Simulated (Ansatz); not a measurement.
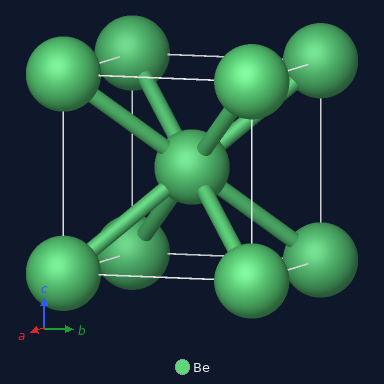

System: Be, space group Im-3m (No. 229). The picture shows the conventional cell.

Starting cell:
```cif
data_structure
_symmetry_space_group_name_H-M 'P 1'
_symmetry_Int_Tables_number 1
_cell_length_a 2.1652
_cell_length_b 2.1652
_cell_length_c 2.1652
_cell_angle_alpha 109.471
_cell_angle_beta 109.471
_cell_angle_gamma 109.471
_cell_volume 7.81
loop_
_atom_site_label
_atom_site_type_symbol
_atom_site_fract_x
_atom_site_fract_y
_atom_site_fract_z
_atom_site_occupancy
Be1 Be 0.00000 0.00000 0.00000 1
```

Input of one of the runs behind the figure:
```
crystal:
  lattice:
    - [-1.2500666702, 1.2500666702, 1.2500666702]
    - [1.2500666702, -1.2500666702, 1.2500666702]
    - [1.2500666702, 1.2500666702, -1.2500666702]
  atoms:
    - { symbol: Be, position: [0.0, 0.0, 0.0] }
kpoints:
  mp_grid: { grid: [20, 20, 20] }
  band_path:
    path:
      - [0.0, 0.0, 0.0]
      - [0.5, -0.5, 0.5]
      - [0.0, 0.0, 0.5]
      - [0.0, 0.0, 0.0]
      - [0.25, 0.25, 0.25]
      - [0.5, -0.5, 0.5]
      - [0.25, 0.25, 0.25]
      - [0.0, 0.0, 0.5]
    npoints: 14
scf:
  occupations: { method: fermi_dirac, width: 0.05 }
hamiltonian:
  xc: pbe
  pseudopotentials: { kind: all_electron, lapw: { basis_error: 0.001 } }
output:
  forces: true
  stress: true
  eigenvalues: true
  populations: true
  dos: { projected: true, de: 0.2, e_range: [-14, 8] }
```

Run as:
```bash
ansatz run input.yaml --threads 1 --pin off --max-ram 2048MiB --backend cpu --events-out ev --progress --plain --runs-dir out
```

Computed with Ansatz 0.2.0: periodic Kohn-Sham DFT of a crystal at fixed atoms, scaled to the stated factor times the given cell; pressure positive in compression, energy less spherical unpolarised free atoms. Level: PBE.

method all-electron LAPW; relativity scalar; k mesh 20×20×20; occupations Fermi–Dirac; smearing width 0.05 eV; basis error target 1 (meV/atom); nucleus Gaussian.

V(given) is 7.81 Å³/atom.

Describe the result: the energy less free atoms and pressure against V/V(given). The V/V(given) takes the values 0.96, 0.98, 1.00, 1.02, 1.04.

A third-order Birch–Murnaghan fit gives V0 = 7.81 Å³/atom, B0 = 127 GPa and B′ = 4.1. The energy less free atoms is −3.6269 eV/atom at V/V(given) 0.96 and −3.6274 eV/atom at 1.04; the lowest computed point is at V/V(given) 1.00 (−3.6321 eV/atom), and no other minimum shows. The pressure falls from 5.432 GPa at V/V(given) 0.96 to −4.549 GPa at 1.04, and changes sign near 1.00.

```json
{"V/V(given)": "0.96", "energy less free atoms (eV/atom)": "-3.6269", "pressure (GPa)": "5.432"}
{"V/V(given)": "0.98", "energy less free atoms (eV/atom)": "-3.6309", "pressure (GPa)": "2.602"}
{"V/V(given)": "1.00", "energy less free atoms (eV/atom)": "-3.6321", "pressure (GPa)": "0.010"}
{"V/V(given)": "1.02", "energy less free atoms (eV/atom)": "-3.6309", "pressure (GPa)": "-2.368"}
{"V/V(given)": "1.04", "energy less free atoms (eV/atom)": "-3.6274", "pressure (GPa)": "-4.549"}
```

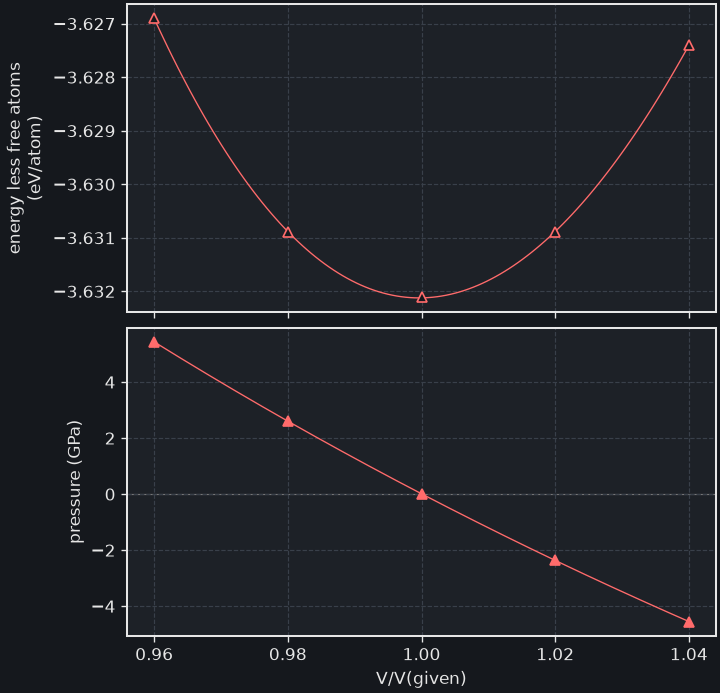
